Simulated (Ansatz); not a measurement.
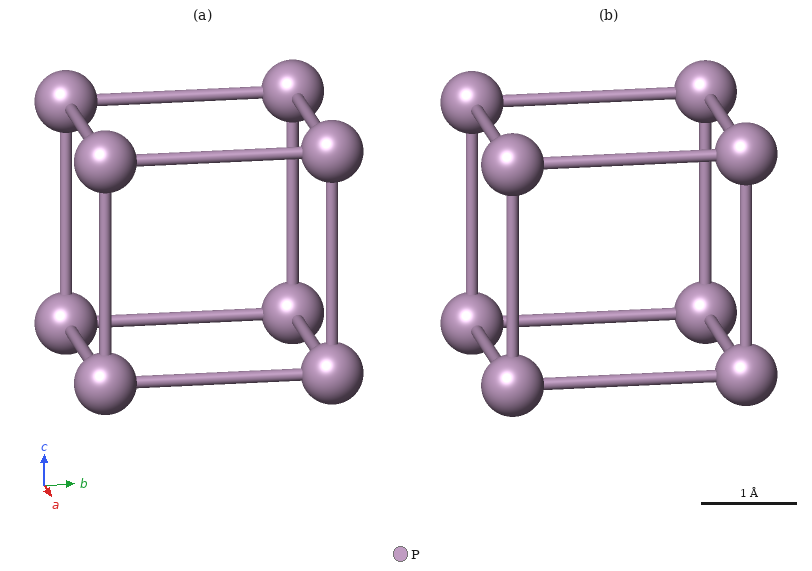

Left: solid P (set up in Pm-3m). Right: the same structure after one change, at the same scale. A ball-and-stick model of the cell of the calculation, seen from a free direction.

All numbers below come from DFT PBEsol, scalar-relativistic, plane waves, PAW in Ansatz. Set-up: plane-wave cutoff 420 eV; k-point mesh 22 × 22 × 22; occupations gaussian; smearing width 0.1 eV; no spin polarisation.

Q: What was changed?

A: Biaxial strain in the a–b plane, +3.0 %, is applied. The c axis and the atoms are relaxed.

Q: What does the change do?

A: The energy rises by 27.1 meV per atom. Pressure: −0.1 GPa before, −6.0 GPa after. The principal stresses (compression positive) are 0.0 GPa along c and −8.9 GPa across it. The volume changes by +5.6 %, with a = b 2.422 → 2.494 Å (+3.0 %), c 2.422 → 2.411 Å (−0.4 %). No atom moves by more than 0.005 Å relative to the cell. Among the bonded contacts that change: P–P 2.422 → 2.411 to 2.494 Å. The space group (tolerance 0.01 Å) goes from Pm-3m (No. 221) to P4/mmm (No. 123).
